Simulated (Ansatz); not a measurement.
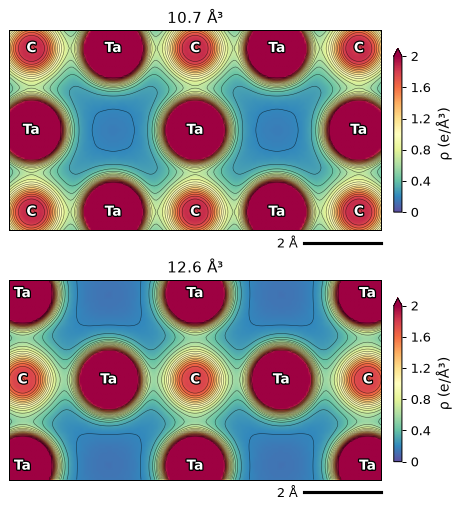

Ta4C3. The valence pseudo-density of cells scaled evenly to different volumes (given per atom above each panel), on the (001) plane of each (indices in the axes of the cell below), at one length scale and on one colour scale.

A structure from a database of computed crystals, not necessarily the ambient phase.

Theory: DFT PBEsol, scalar-relativistic, plane waves, PAW in Ansatz 0.2.0.

The density is the valence pseudo-density of a PAW calculation; it isn't the true density close to the nuclei.

The largest cell:

```
Ta C
1.0
     4.44620    0.00000    0.00000
     0.00000    4.44620    0.00000
     0.00000    0.00000    4.44620
Ta C
4 3
Direct
  0.00000 0.50000 0.50000
  0.50000 0.00000 0.50000
  0.50000 0.50000 0.00000
  0.00000 0.00000 0.00000
  0.50000 0.00000 0.00000
  0.00000 0.50000 0.00000
  0.00000 0.00000 0.50000
```

| volume (Å³/atom) | Ta–C contact in the plane (Å) | ρ at its midpoint (e/Å³) | pressure (GPa) | 
| --- | --- | --- | --- |
| 10.73 | 2.109 | 0.719 | 51.7 | 
| 11.09 | 2.133 | ? | ? | 
| 12.56 | 2.223 | 0.568 | −8.7 | 

Q: What values belong in the row with question marks?

A: Over the known rows ln ρ falls by 2.07 per Å of Ta–C distance (the line through the two), which gives 0.684 e/Å³ at 2.133 Å; the calculation gives 0.683 e/Å³. For the pressure, a straight line in volume between the neighbouring rows gives 39.8 GPa; the calculation gives 35.6, lower because pressure rises ever faster on compression.
